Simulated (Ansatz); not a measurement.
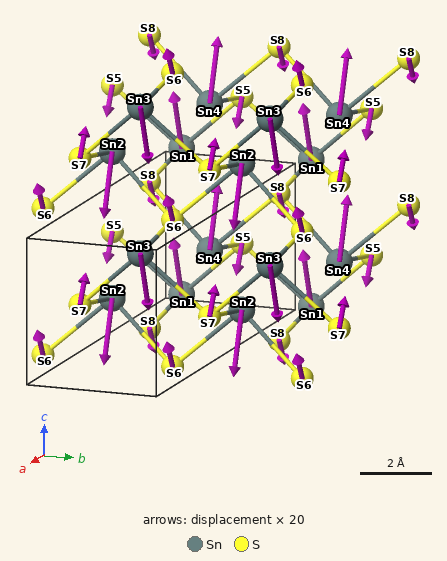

A relaxation of crystalline SnS (set up in Pnma). The starting structure is drawn; purple arrows show the displacements (the part carried along by the change of the cell is left out), 20 times their true length.

Style: ball-and-stick. Shown: the cell of the calculation, reduced to other axes, repeated 1 × 2 × 2 with one cell outlined, slightly off an axis. Lengths and directions refer to the drawn axes.

The start is a measured structure.

Computed with Ansatz 0.2.0, DFT, PAW plane waves, r2SCAN.

Input
```yaml
crystal:
  lattice:
    - [3.95917239, 0.0, 0.0]
    - [0.0, 4.30734081, 0.0]
    - [0.0, 0.0, 11.12149429]
  atoms:
    - { symbol: Sn, position: [0.25, 0.115, 0.118] }
    - { symbol: Sn, position: [0.25, 0.385, 0.618] }
    - { symbol: Sn, position: [0.75, 0.885, 0.882] }
    - { symbol: Sn, position: [0.75, 0.615, 0.382] }
    - { symbol: S, position: [0.75, 0.522, 0.15] }
    - { symbol: S, position: [0.75, 0.978, 0.65] }
    - { symbol: S, position: [0.25, 0.478, 0.85] }
    - { symbol: S, position: [0.25, 0.022, 0.35] }
  symmetry: { tolerance: 0.0003 }
kpoints:
  mp_grid: { grid: [7, 6, 3], shift: [0, 0, 0] }
magnetization:
  spin_polarized: false
scf:
  occupations: { method: gaussian, width: 0.2956 }
  lower_state_search: "off"
hamiltonian:
  pseudopotentials: { kind: paw }
  xc: r2scan
basis:
  ecutwfc: 500
  fft_grid_basis: typed
relax:
  max_steps: 80
  cell: { p_target: 0.0 }
  f_tol: 0.03
output:
  forces: true
  stress: true
  eigenvalues: true
  bader: true
  populations: true
  elf: true
  write_potential: true
  volumetric_format: npy
  dos:
    e_range: [-12, 8]
    de: 0.05
    projected: { site_lists: { S: [S], Sn: [Sn] } }
checkpoint:
  read: saved_state
```

Command:
```bash
ansatz run input.yaml --threads 2 --pin off --max-ram 3584MiB --backend cpu --events-out ev --progress --plain --runs-dir out
```

> Which element moves most?

Tin: up to 0.097 Å, against 0.048 Å for sulfur.

> What did the optimiser do to the structure, and how much energy did it gain?

The largest moves relative to the cell, 0.097 Å, are those of Sn1, Sn2, Sn3 and Sn4. Sn3 goes in a general direction near −c. By element the largest moves are Sn 0.097 Å, S 0.048 Å. The drawn cell changes as follows: a 11.121 → 11.351 Å (+2.1 %), b 3.959 → 3.956 Å (−0.1 %), c 4.307 → 4.549 Å (+5.6 %); the volume changes by +7.7 %. Among the contacts that change: Sn1–S5 2.668 → 2.643 Å, Sn1–S8 2.611 → 2.636 Å. Among the angles between lasting bonds that change: S5–Sn4–S8 88.2° → 90.4°, Sn1–S8–Sn4 103.5° → 105.5°. The space group stays Pnma (No. 62). After 6 accepted moves (7 points after the start) the energy has fallen by 13.4 meV per atom. Largest force component: 0.14 eV/Å at the start, 0.0093 eV/Å at the end. The pressure goes from 1.90 to −0.01 GPa. At 1 point the geometry stayed and the basis and grid were re-selected for the new cell (energy shift of 0.2 meV per atom at most each time). The run took of the order of 7 core-minutes on a shared host.
